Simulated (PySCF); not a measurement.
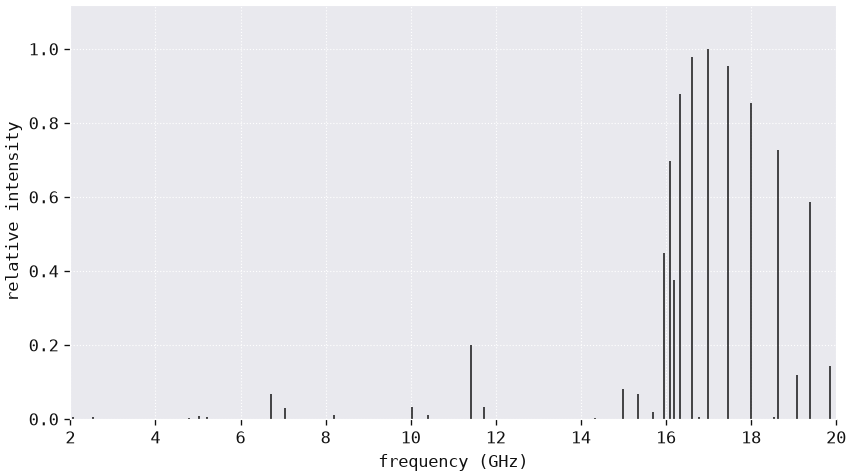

Simulated rotational absorption lines between 2 and 20 GHz at 5 K: rigid rotor with the equilibrium constants and dipole of one optimised conformer (PBE0-D3(BJ)/def2-SVP, PySCF 2.14.0), commonest isotopes; no centrifugal distortion, hyperfine structure, internal rotation or nuclear-spin weights; lines within 1 MHz of each other are summed.

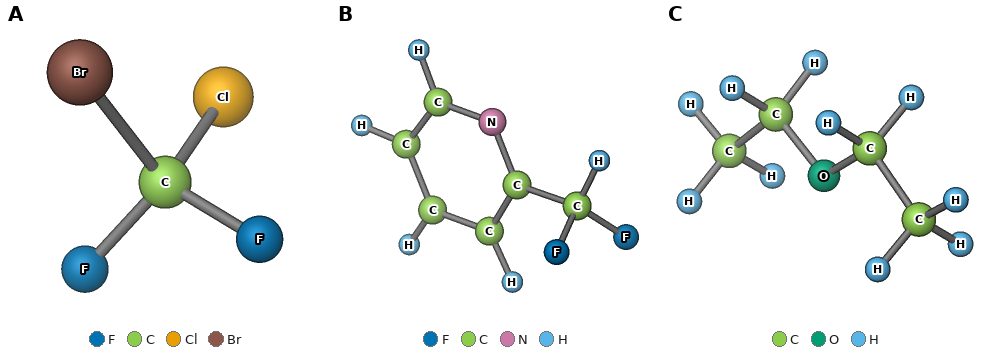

**Which molecule gives this spectrum? Choose among the lettered structures.**

Structure C, C₄H₁₀O (ethoxy ethane), SMILES CCOCC. Rotational constants A, B, C = 18.08, 2.263, 2.119 GHz, |μa|, |μb|, |μc| = 0.00, 1.03, 0.00 D.

Note: coarse grid, loose stop and no frequency check, small forces are noise and the end may be a saddle.
